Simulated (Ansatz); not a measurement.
## Electronic structure of Si₃N₄ in real space

```cif
data_structure
_symmetry_space_group_name_H-M 'P 1'
_symmetry_Int_Tables_number 1
_cell_length_a 7.5680
_cell_length_b 7.5680
_cell_length_c 2.8930
_cell_angle_alpha 90.000
_cell_angle_beta 90.000
_cell_angle_gamma 120.000
_cell_volume 143.50
loop_
_atom_site_label
_atom_site_type_symbol
_atom_site_fract_x
_atom_site_fract_y
_atom_site_fract_z
_atom_site_occupancy
Si1 Si 0.76847 0.17453 0.25000 1
Si2 Si 0.59394 0.76847 0.75000 1
Si3 Si 0.82547 0.59394 0.25000 1
Si4 Si 0.23153 0.82547 0.75000 1
Si5 Si 0.40606 0.23153 0.25000 1
Si6 Si 0.17453 0.40606 0.75000 1
N1 N 0.03054 0.33023 0.24590 1
N2 N 0.70031 0.03054 0.74590 1
N3 N 0.66977 0.70031 0.24590 1
N4 N 0.96946 0.66977 0.74590 1
N5 N 0.29969 0.96946 0.24590 1
N6 N 0.33023 0.29969 0.74590 1
N7 N 0.66667 0.33333 0.25020 1
N8 N 0.33333 0.66667 0.75020 1
```

Space group P6₃; not relaxed (largest force 0.3 eV/Å); computed pressure about 4 GPa in this cell.

Computed with DFT, PAW plane waves, r2SCAN (Ansatz 0.2.0).

In a PAW calculation such maps are meaningful between the atoms, not at the nuclei.

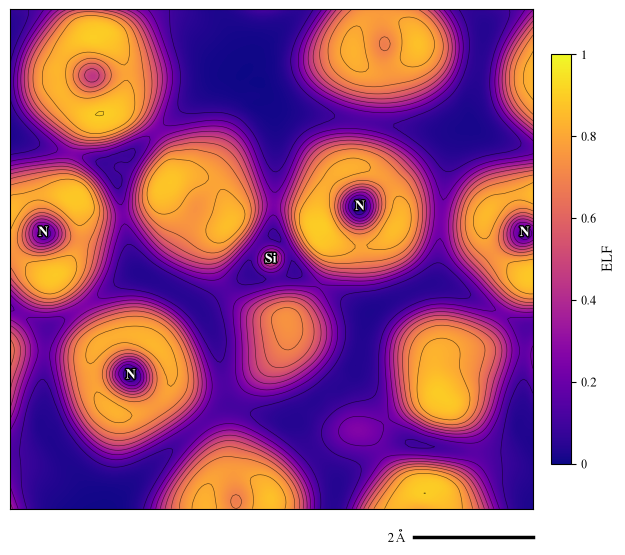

Figure 1. Electron localisation function on the (111) plane of the conventional cell.

> Interpret the plot.

The plane passes through Si and N nuclei. Atoms just off the plane (Si, 0.3 Å away and N, 0.3 Å away) can leave unmarked features too. Si–N (1.73 Å): the ELF peaks at about 0.90 between the atoms: a shared but strongly polarised pair. The ELF also peaks beside N, away from the bonds: lone-pair regions.

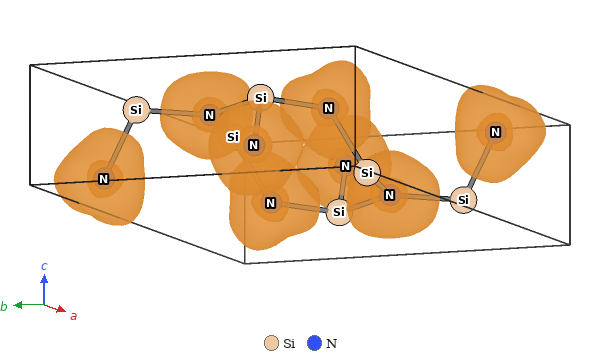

Figure 2. Isosurface of the electron localisation function at 0.65 (orange), seen at an oblique angle. Core shells are left out. Sticks mark near contacts.

> What do the ELF domains correspond to?

At this value the surface marks out eight regions on N in which the atom's valence shell and bonds are merged, counted in one cell of 14 atoms. Regions shared between cells count once.


Si–N (1.72 Å): the ELF peaks at about 0.90 between the atoms; a shared but strongly polarised pair.

> Does the calculation make it a metal, or give it a gap?

It is gapped, with a Kohn–Sham gap of 5.1 eV on the k-point mesh, an upper bound to the gap of this method.

> Which way does charge flow, and how much by Bader's partition?

Electrons move from Si towards N. Bader charges: Si +3.21 and N −2.41 e.
